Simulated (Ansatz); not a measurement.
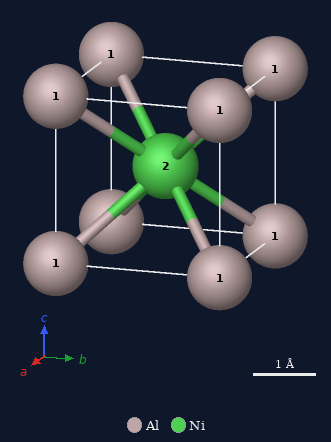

Figure 1. The starting structure (ball-and-stick view of the cell of the calculation, seen slightly off an axis; atoms are numbered from 1 in the order of the input). Near neighbours in the crystal (not all of them lie inside the picture): Al has 8 Ni at 2.45 Å; Ni has 8 Al at 2.45 Å.

# Geometry relaxation, with input and output: AlNi

AlNi (2 atoms in the cell), computed with DFT LDA, scalar-relativistic, plane waves, PAW, no spin polarisation (Ansatz 0.2.0).

The structure derives from an entry of the Crystallography Open Database. Figures and captions count atoms from 1; the log counts them from 0 in places.

### Input
```yaml
crystal:
  lattice:
    - [2.8318957004, 0.0, 0.0]
    - [0.0, 2.8318957004, 0.0]
    - [0.0, 0.0, 2.8318957004]
  atoms:
    - { symbol: Al, position: [0.0, 0.0, 0.0] }
    - { symbol: Ni, position: [0.5, 0.5, 0.5] }
basis:
  ecutwfc: 420
kpoints:
  mp_grid: { grid: [14, 14, 14] }
hamiltonian:
  xc: lda
scf:
  occupations: { method: gaussian, width: 0.1 }
output:
  forces: true
  stress: true
  eigenvalues: true
  write_density: true
  write_potential: true
  elf: true
  volumetric_format: npy
relax:
  adjacent_minimum: "off"
  f_tol: 0.005
  max_steps: 80
  cell: { stress_tol: 0.05 }
```

Run on 1 thread of Arm Neoverse V2, 24 GiB of memory available, shared host.

Launch command:
```bash
ansatz run input.yaml --threads 1 --pin off --max-ram 2560MiB --backend cpu --events-out ev --progress --plain --runs-dir out
```

### The program's output
```
Engine: ansatz 0.2.0, aarch64-unknown-linux-gnu
Pseudopotentials: kind: paw
Pseudopotential: Al, paw, valence charge 3, recommended cutoff 420 eV (normal), Al.paw.azcp
Pseudopotential: Ni, paw, valence charge 18, recommended cutoff 420 eV (normal), Ni.paw.azcp
Functional definition: SPW92
  exchange = slater_x
  correlation = pw_c
Crystal: 2 atoms, lattice volume = 22.711 Å³
Basis set: ecut = 420 eV, 461 PW (Γ)
Bands: 15, of which v1, the nominal top of the filled ones, is band 11 counted from 1 (10 counted from 0)
Symmetry: 48 space group operations
Space group: Pm-3m (ITA 221), of the structure as read, at distance tolerance 2.8e-5 Å
k-points: 120 of 2744
Non-local potential: Al, projectors of the file, l = 0: 2, l = 1: 2, l = 2: 1
Non-local potential: Ni, projectors of the file, l = 0: 3, l = 1: 2, l = 2: 3, l = 3: 1
PAW form: soft (Blöchl's): semilocal exchange-correlation on the pseudo side does not see the compensation charge
PAW frozen core: Al, regenerated for the run's functional, and the local potential with it (the file was generated under x = pbe(κ = 0.804, μ = 0.2195149727645171), c = pbe(β = 0.06672455060314922))
PAW frozen core: Ni, regenerated for the run's functional, and the local potential with it (the file was generated under x = pbe(κ = 0.804, μ = 0.2195149727645171), c = pbe(β = 0.06672455060314922))
PAW one-centre angular grid: Al, 110 points (default); XC on 64 Gauss nodes
PAW one-centre angular grid: Ni, 590 points (default); XC on 64 Gauss nodes
Initial density: superposition of atomic densities (neutral atoms: chi_scale 0, normalization atom), corrected by the library's trained network
Initial wavefunctions: pseudopotential atomic-orbital guess
Functional: x = slater, c = lda
SCF iter   1: F=—  HF=-6287.668544 eV  |F-HF|=—  |Δ(HF+E_count)|=         —  Δρ=1.58e-2  dr2=2.46e-2  ethr=1.77e-3  ⟨swp⟩=4.6  Hψ=8191  notcnv=0
preconditioner: auto → none  [metal: Δε(μ)=0.020 eV  Ē_g=10.021 eV  σ=0.100 eV  W_gap=0.11  n_scr=6 (ndim 8)  ℏωp=28.1 eV  f_vac=0.000  D(μ)=1.01/eV (n_scr^D=6)  sad-step TF]
SCF iter   2: F=—  HF=-6287.664359 eV  |F-HF|=—  |Δ(HF+E_count)|=   4.18e-3  Δρ=3.98e-3  dr2=1.32e-3  ethr=1.17e-4  ⟨swp⟩=3.0  Hψ=3790  notcnv=0  defer=34
SCF iter   3: F=—  HF=-6287.664172 eV  |F-HF|=—  |Δ(HF+E_count)|=   1.87e-4  Δρ=9.68e-4  dr2=9.34e-5  ethr=6.30e-6  ⟨swp⟩=1.0  Hψ=1769  notcnv=0  defer=36
SCF iter   4: F=—  HF=-6287.664166 eV  |F-HF|=—  |Δ(HF+E_count)|=   5.63e-6  Δρ=9.50e-5  dr2=1.48e-6  ethr=4.45e-7  ⟨swp⟩=1.1  Hψ=1767  notcnv=0  defer=36
iter 5 did not close the SCF: its close was put off for the readings that it lacked (scf_convergence_deferred on its scf_iter line)
SCF iter   5: F=-6287.664166 eV  HF=-6287.664166 eV  |F-HF|=7.69e-9  |Δ(HF+E_count)|=   2.98e-7  Δρ=8.60e-6  dr2=9.34e-9  ethr=7.04e-9  ⟨swp⟩=2.5  Hψ=2531  notcnv=0  defer=36
SCF iter   6: F=-6287.664166 eV  HF=-6287.664166 eV  |F-HF|=3.31e-10  |Δ(HF+E_count)|=  8.49e-10  Δρ=1.62e-6  dr2=3.51e-10  ethr=4.45e-11  ⟨swp⟩=6.3  Hψ=9919  notcnv=0
SCF 1 converged in 6 iterations: F = -6287.664166 eV  dr2 = 3.51e-10
  greatest PAW one-centre occupation: 1.002 electrons in one spin orbital (limit 2), on the Ni atom at site 1 (counted from 0), in its partial waves of l = 1
relax step   1: F+E_penalty+E_count = -6287.66416569 eV  Δ(F+E_penalty+E_count) = +0.000e0 eV  max|allowed force component| = 9.834e-29 eV/Å  Δτ_max = 0.0000 Å  P = +0.143 GPa  Ω = 22.711 Å³  (6 SCF iters, dr2 threshold 1.00e-7 eV, accepted)
Crystal: 2 atoms, lattice volume = 22.720 Å³
Initial density: handed on by an earlier stage of this run
Initial wavefunctions: those handed on with the density
iter 1 solved again at ethr=2.56e-9 eV; its pass at ethr=3.10e-3 eV (dr2=5.37e-7 eV) is discarded
SCF iter   1: F=—  HF=-6287.664166 eV  |F-HF|=—  |Δ(HF+E_count)|=         —  Δρ=6.41e-5  dr2=5.93e-7  ethr=2.56e-9  ⟨swp⟩=2.0  Hψ=10217  notcnv=0
preconditioner: auto → none  [metal: Δε(μ)=0.009 eV  Ē_g=10.063 eV  σ=0.100 eV  W_gap=0.05  n_scr=6 (ndim 8)  ℏωp=28.1 eV  f_vac=0.000  D(μ)=0.98/eV (n_scr^D=6)]
iter 2 did not close the SCF: its close was put off for the readings that it lacked (scf_convergence_deferred on its scf_iter line)
SCF iter   2: F=-6287.664166 eV  HF=-6287.664166 eV  |F-HF|=2.36e-8  |Δ(HF+E_count)|=   1.27e-7  Δρ=1.01e-5  dr2=1.79e-8  ethr=2.56e-9  ⟨swp⟩=1.4  Hψ=1978  notcnv=0
iter 3 did not close the SCF: its close was put off for the readings that it lacked (scf_convergence_deferred on its scf_iter line)
SCF iter   3: F=-6287.664166 eV  HF=-6287.664166 eV  |F-HF|=1.33e-9  |Δ(HF+E_count)|=   1.58e-8  Δρ=2.11e-6  dr2=7.02e-10  ethr=8.52e-11  ⟨swp⟩=2.3  Hψ=2510  notcnv=0
iter 4 did not close the SCF: its close was put off for the readings that it lacked (scf_convergence_deferred on its scf_iter line)
SCF iter   4: F=-6287.664166 eV  HF=-6287.664166 eV  |F-HF|=2.00e-11  |Δ(HF+E_count)|=   1.10e-9  Δρ=5.83e-7  dr2=4.45e-11  ethr=3.34e-12  ⟨swp⟩=2.3  Hψ=2568  notcnv=0
iter 5 did not close the SCF: its close was put off for the readings that it lacked (scf_convergence_deferred on its scf_iter line)
SCF iter   5: F=-6287.664166 eV  HF=-6287.664166 eV  |F-HF|=9.09e-13  |Δ(HF+E_count)|=  7.28e-12  Δρ=5.30e-8  dr2=3.08e-13  ethr=1.00e-12  ⟨swp⟩=1.0  Hψ=1800  notcnv=0
SCF iter   6: F=-6287.664166 eV  HF=-6287.664166 eV  |F-HF|=0.00e0  |Δ(HF+E_count)|=    0.00e0  Δρ=5.68e-9  dr2=3.69e-15  ethr=1.00e-12  ⟨swp⟩=3.5  Hψ=6602  notcnv=0
SCF 2 converged in 6 iterations: F = -6287.664166 eV  dr2 = 3.69e-15
relax step   2: F+E_penalty+E_count = -6287.66416609 eV  Δ(F+E_penalty+E_count) = -4.010e-7 eV  max|allowed force component| = 3.024e-30 eV/Å  Δτ_max = 0.0000 Å  P = +0.063 GPa  Ω = 22.720 Å³  energy of the carried Pulay correction = -5.833e-6 eV  (6 SCF iters, accepted)
Crystal: 2 atoms, lattice volume = 22.728 Å³
iter 1 solved again at ethr=1.66e-9 eV; its pass at ethr=3.10e-3 eV (dr2=3.48e-7 eV) is discarded
SCF iter   1: F=—  HF=-6287.664163 eV  |F-HF|=—  |Δ(HF+E_count)|=         —  Δρ=5.15e-5  dr2=3.83e-7  ethr=1.66e-9  ⟨swp⟩=2.0  Hψ=10210  notcnv=0
preconditioner: auto → none  [metal: Δε(μ)=0.009 eV  Ē_g=10.060 eV  σ=0.100 eV  W_gap=0.05  n_scr=6 (ndim 8)  ℏωp=28.1 eV  f_vac=0.000  D(μ)=0.98/eV (n_scr^D=6)]
SCF iter   2: F=—  HF=-6287.664163 eV  |F-HF|=—  |Δ(HF+E_count)|=   8.08e-8  Δρ=8.08e-6  dr2=1.14e-8  ethr=1.66e-9  ⟨swp⟩=1.4  Hψ=1987  notcnv=0
iter 3 did not close the SCF: its close was put off for the readings that it lacked (scf_convergence_deferred on its scf_iter line)
SCF iter   3: F=-6287.664163 eV  HF=-6287.664163 eV  |F-HF|=8.42e-10  |Δ(HF+E_count)|=   9.83e-9  Δρ=1.69e-6  dr2=4.52e-10  ethr=5.43e-11  ⟨swp⟩=2.2  Hψ=2500  notcnv=0
iter 4 did not close the SCF: its close was put off for the readings that it lacked (scf_convergence_deferred on its scf_iter line)
SCF iter   4: F=-6287.664163 eV  HF=-6287.664163 eV  |F-HF|=1.46e-11  |Δ(HF+E_count)|=  7.11e-10  Δρ=4.47e-7  dr2=2.64e-11  ethr=2.15e-12  ⟨swp⟩=2.3  Hψ=2556  notcnv=0
iter 5 did not close the SCF: its close was put off for the readings that it lacked (scf_convergence_deferred on its scf_iter line)
SCF iter   5: F=-6287.664163 eV  HF=-6287.664163 eV  |F-HF|=0.00e0  |Δ(HF+E_count)|=  5.46e-12  Δρ=4.36e-8  dr2=2.03e-13  ethr=1.00e-12  ⟨swp⟩=1.0  Hψ=1800  notcnv=0
SCF iter   6: F=-6287.664163 eV  HF=-6287.664163 eV  |F-HF|=0.00e0  |Δ(HF+E_count)|=  1.82e-12  Δρ=4.56e-9  dr2=2.32e-15  ethr=1.00e-12  ⟨swp⟩=3.4  Hψ=6569  notcnv=0
SCF 3 converged in 6 iterations: F = -6287.664163 eV  dr2 = 2.32e-15
relax step   3: F+E_penalty+E_count = -6287.66416300 eV  Δ(F+E_penalty+E_count) = +3.087e-6 eV  max|allowed force component| = 3.155e-30 eV/Å  Δτ_max = 0.0000 Å  P = -0.000 GPa  Ω = 22.728 Å³  energy of the carried Pulay correction = -1.042e-5 eV  (6 SCF iters, accepted)
Initial wavefunctions: pseudopotential atomic-orbital guess (no wavefunctions were taken with the density)
iter 1 solved again at ethr=7.19e-9 eV; its pass at ethr=3.10e-3 eV (dr2=1.51e-6 eV) is discarded
SCF iter   1: F=—  HF=-6287.664166 eV  |F-HF|=—  |Δ(HF+E_count)|=         —  Δρ=4.61e-7  dr2=7.76e-12  ethr=7.19e-9  ⟨swp⟩=3.0  Hψ=13839  notcnv=0
eigensolver tolerance schedule: the retry pair's looser diagonalisation over-reported the residual by 194408.42 of it (diagonalisation noise at 0.82 of the residual, at the tolerance the schedule requests for it); recorded, not acted on — ethr = c·dr2/N_el stays at c = 1.0e-1
SCF iter   2: F=—  HF=-6287.664166 eV  |F-HF|=—  |Δ(HF+E_count)|=  6.04e-10  Δρ=5.29e-7  dr2=2.42e-11  ethr=1.00e-12  ⟨swp⟩=2.4  Hψ=3126  notcnv=0
iter 3 did not close the SCF: its close was put off for the readings that it lacked (scf_convergence_deferred on its scf_iter line)
SCF iter   3: F=-6287.664166 eV  HF=-6287.664166 eV  |F-HF|=3.64e-12  |Δ(HF+E_count)|=  1.82e-12  Δρ=1.48e-7  dr2=3.10e-12  ethr=1.00e-12  ⟨swp⟩=1.0  Hψ=1800  notcnv=0
iter 4 did not close the SCF: its close was put off for the readings that it lacked (scf_convergence_deferred on its scf_iter line)
SCF iter   4: F=-6287.664166 eV  HF=-6287.664166 eV  |F-HF|=0.00e0  |Δ(HF+E_count)|=  1.82e-12  Δρ=4.73e-8  dr2=3.35e-13  ethr=1.00e-12  ⟨swp⟩=1.0  Hψ=1800  notcnv=0
iter 5 did not close the SCF: its close was put off for the readings that it lacked (scf_convergence_deferred on its scf_iter line)
SCF iter   5: F=-6287.664166 eV  HF=-6287.664166 eV  |F-HF|=0.00e0  |Δ(HF+E_count)|=    0.00e0  Δρ=2.13e-8  dr2=7.12e-14  ethr=1.00e-12  ⟨swp⟩=1.0  Hψ=1800  notcnv=0
iter 6 did not close the SCF: its close was put off for the readings that it lacked (scf_convergence_deferred on its scf_iter line)
SCF iter   6: F=-6287.664166 eV  HF=-6287.664166 eV  |F-HF|=1.82e-12  |Δ(HF+E_count)|=  9.09e-13  Δρ=2.35e-9  dr2=6.17e-16  ethr=1.00e-12  ⟨swp⟩=1.0  Hψ=1800  notcnv=0
SCF iter   7: F=-6287.664166 eV  HF=-6287.664166 eV  |F-HF|=0.00e0  |Δ(HF+E_count)|=  9.09e-13  Δρ=5.66e-10  dr2=4.32e-17  ethr=1.00e-12  ⟨swp⟩=2.1  Hψ=5267  notcnv=0
SCF 4 converged in 7 iterations: F = -6287.664166 eV  dr2 = 4.32e-17
relax step   4: F+E_penalty+E_count = -6287.66416649 eV  Δ(F+E_penalty+E_count) = -3.488e-6 eV  max|allowed force component| = 2.301e-30 eV/Å  Δτ_max = 0.0000 Å  P = +0.001 GPa  Ω = 22.728 Å³  stress off target by 1.00e-3 GPa  SCF on the basis re-selected at this cell (its energy is not comparable with the rows above)  (7 SCF iters)
```

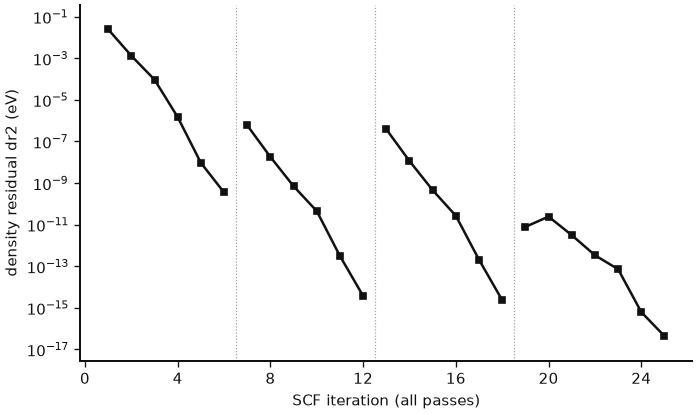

Figure 2. Convergence of the self-consistent field: density residual dr2 against the SCF iteration. The dotted lines part the SCF passes of the relaxation: geometry steps, rejected trials and re-solves on a re-selected basis. The passes take 6, 6, 6 and 7 iterations.

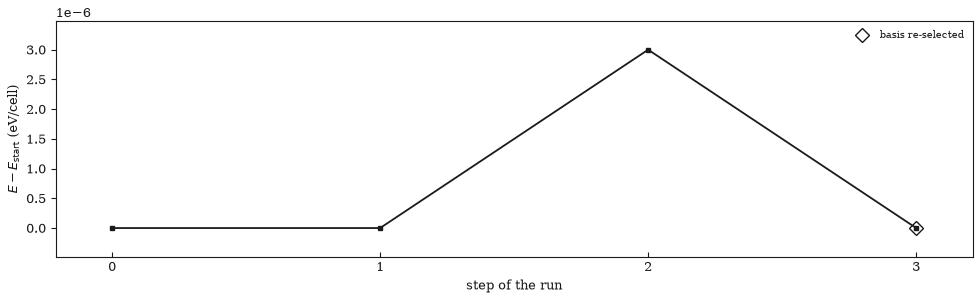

Figure 3. Progress of the relaxation, step by step (the first geometry is step 0 here and step 1 in the log). The energy rises by next to nothing (0.0 meV per cell of the calculation) in 2 geometry steps. All forces vanish by symmetry, so only the cell relaxes. Pressure: 0.14 GPa at the start and 0.00 GPa at the end. No atom moves by more than 0.005 Å relative to the cell. A last SCF at the same geometry on a re-selected plane-wave basis shifts the energy by next to nothing (0.0 meV per cell of the calculation).

```
basis re-selected at this cell: Δ(F+E_penalty+E_count) = -3.488e-6 eV, ΔP = +0.001 GPa vs the last step (what re-selecting the basis moved, of the pressure what is left beyond the Pulay correction that the steps carried, after the strain that the cell walked since its last selection, with what the two solves' SCF thresholds leave and, on support functions, any second-order correction that the steps lacked; it is no measure of the basis error at this ecutwfc). This SCF's stress stands 1.00e-3 GPa from its target on what of the cell is left free (relax.cell.stress_tol is 5.00e-2 GPa) and its largest allowed force component is 2.30e-30 eV/Å (relax.f_tol is 5.00e-3 eV/Å): within both
SCF converged after 7 iterations
Free energy (F): -6287.664166 eV
Harris-Foulkes:  -6287.664166 eV  (|F-HF|=0.00e0)
Internal energy: -6287.659247 eV  (E = F + TS)
E sigma→0 (E₀):  -6287.661707 eV
Entropy (-TS):   -0.004920 eV (-2.460 meV/atom)
Fermi energy:    14.507679 eV
--- Per-component energies (eV) ---
  E_band       = -323.993693
  E_kinetic    = 313.904617
  E_local      = -4379.430313  (includes V_loc(G=0)·N_el)
  E_nonlocal   = 651.282160
  E_hartree    = 1883.783850
  E_xc         = -126.594113
  E_vxc        = -142.255351  (∫ρ·V_xc dr)
  E_paw        = -2009.453485  (= ΣΔE_a)
  E_vpaw       = -535.062924  (= ΣTr[D̂ρ^β])
  E_aug_tail   = 0.000417  (compensation charges beyond the density's cutoff)
  E_ewald      = -2621.642216
  E_core_change = 0.489837  (= ΣΔE_core)
  E_smearing   = -0.004920  (= −TS)
  E_closure    = -0.000000  (closes the sum)
  Σ components = -6287.664166   (vs F -6287.664166, Δ=0.00e0)
--- Forces (eV/Å), atoms counted from 1 ---
  atom   1  Al    -0.00000000    -0.00000000    -0.00000000
  atom   2  Ni     0.00000000     0.00000000     0.00000000
  max |Σ_I F_I| component: 4.08e-30 eV/Å
--- Stress (GPa, compression-positive) ---
        0.001003       0.000000       0.000000
        0.000000       0.001003       0.000000
        0.000000       0.000000       0.001003
  P = ⅓ Tr σ = 0.0010 GPa (0.010 kbar)
--- Band table (eV; the first three rows and the last of 120) ---
  k-point 0: bands = ["-88.0761", "-48.9077", "-48.9077", "-48.9077", "3.0438", "11.0318", "11.0318", "12.8731", "12.8731", "12.8731", "20.2026", "20.2026", "20.2026", "22.8737", "22.8737"]
  k-point 1: bands = ["-88.0760", "-48.9092", "-48.9076", "-48.9076", "3.1412", "11.0268", "11.0556", "12.8290", "12.8290", "12.8779", "19.2091", "20.3309", "20.3309", "22.8744", "23.7733"]
  k-point 2: bands = ["-88.0757", "-48.9132", "-48.9073", "-48.9073", "3.4319", "10.9874", "11.1228", "12.7100", "12.7100", "12.8915", "17.5799", "20.7032", "20.7032", "22.8765", "25.0817"]
  k-point 119: bands = ["-88.0703", "-48.9316", "-48.9316", "-48.9316", "10.1688", "10.1688", "10.1688", "13.4770", "13.4770", "16.4833", "16.4833", "16.4833", "18.5709", "19.2610", "19.2610"]
--- Relaxed structure (3 steps of the walk, 3 accepted, 1 SCFs on fresh bases) ---
  F+E_penalty+E_count = -6287.66416649 eV   max|allowed force component| = 2.301e-30 eV/Å   (the final SCF, on the basis selected at the relaxed cell)
  cell:  # Å, volume = 22.7281 Å³
    - [2.8326165064319313, 8.024708101613482e-36, -2.0061770254033706e-36]
    - [4.012354050806741e-36, 2.8326165064319313, 0.0]
    - [2.0061770254033706e-36, 0.0, 2.8326165064319313]
  atoms:
    - { symbol: Al, position: [-7.084219327015565e-37, 1.062632899103879e-36, 3.542109663662415e-37] }
    - { symbol: Ni, position: [0.5, 0.5, 0.5] }
```

### Trajectory as extended XYZ (Å, eV, eV/Å), 4 frames, from step=1 to step=4
```
2
Lattice="2.8319 0.0000 0.0000 0.0000 2.8319 0.0000 0.0000 0.0000 2.8319" Properties=species:S:1:pos:R:3:forces:R:3 step=1 energy=-6287.66417 pressure_GPa=0.14
Al    0.0000    0.0000    0.0000    0.0000   0.0000   0.0000
Ni    1.4159    1.4159    1.4159    0.0000   0.0000   0.0000
2
Lattice="2.8323 0.0000 0.0000 0.0000 2.8323 0.0000 0.0000 0.0000 2.8323" Properties=species:S:1:pos:R:3:forces:R:3 step=2 energy=-6287.66417 pressure_GPa=0.06
Al    0.0000    0.0000    0.0000    0.0000   0.0000   0.0000
Ni    1.4162    1.4162    1.4162    0.0000   0.0000   0.0000
2
Lattice="2.8326 0.0000 0.0000 0.0000 2.8326 0.0000 0.0000 0.0000 2.8326" Properties=species:S:1:pos:R:3:forces:R:3 step=3 energy=-6287.66416 pressure_GPa=-0.00
Al    0.0000    0.0000    0.0000    0.0000   0.0000   0.0000
Ni    1.4163    1.4163    1.4163    0.0000   0.0000   0.0000
2
Lattice="2.8326 0.0000 0.0000 0.0000 2.8326 0.0000 0.0000 0.0000 2.8326" Properties=species:S:1:pos:R:3:forces:R:3 step=4 energy=-6287.66417 pressure_GPa=0.00
Al    0.0000    0.0000    0.0000    0.0000   0.0000   0.0000
Ni    1.4163    1.4163    1.4163    0.0000   0.0000   0.0000
```

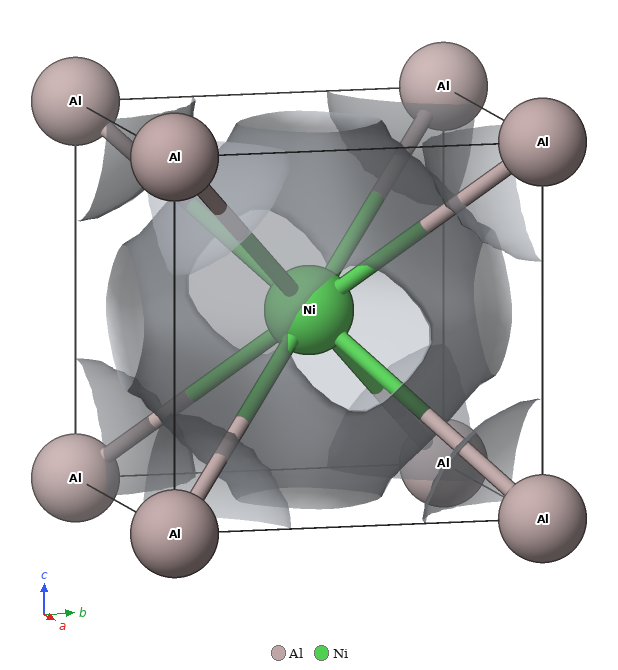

Figure 4. Isosurface of the electron localisation function at 0.4 (grey), seen slightly off an axis. Only the valence region is drawn (cores and ρ < 0.01 e/Å³ removed). Sticks mark near contacts. The outline is the cell set on symmetry axes. Profiles from the grid: Al–Ni (2.45 Å): the ELF is about 0.40 at the midpoint (nearly free electrons, as in a simple metal). Core electrons are frozen (PAW), so the fields are smoothed inside the atomic spheres.

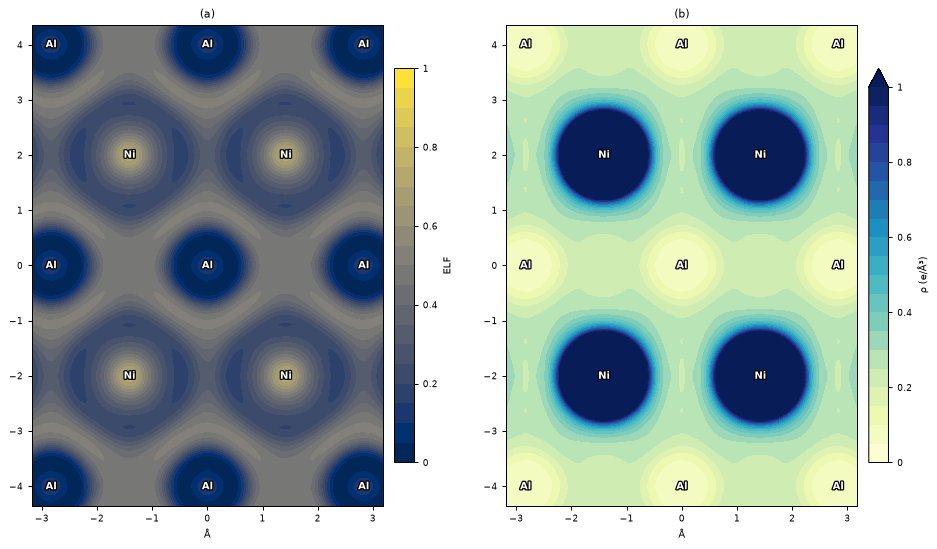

Figure 5. (a) ELF; (b) valence electron density on the (110) plane of the conventional cell. The section cuts through Al and Ni sites. Al–Ni (2.45 Å): the density is about 0.32 e/Å³ at the midpoint; the ELF is about 0.40 at the midpoint, which marks metallic bonding. Away from the nuclei the density in this plane falls to 0.23 e/Å³ at its lowest. The strong features right at Ni lie inside the PAW spheres (semicore, d or f shells) and say nothing about bonding.

### Key numbers

- outcome: converged
- space group (tolerance 0.01 Å): Pm-3m (221)
- electrons treated: 21
- free energy: −6287.6642 eV
- Fermi energy: 14.508 eV
- gap on the k-point mesh: none (metallic)
- pressure: 0.00 GPa
- final volume: 22.73 Å³
- largest force (length of the vector) at the end: under 0.001 eV/Å
- final cell: a = 2.833 Å, b = 2.833 Å, c = 2.833 Å, α = 90.00°, β = 90.00°, γ = 90.00°
- wall time: 8.8 s
- peak memory: 0.33 GiB

The run has no spin polarisation, so a magnetic state may lie lower.
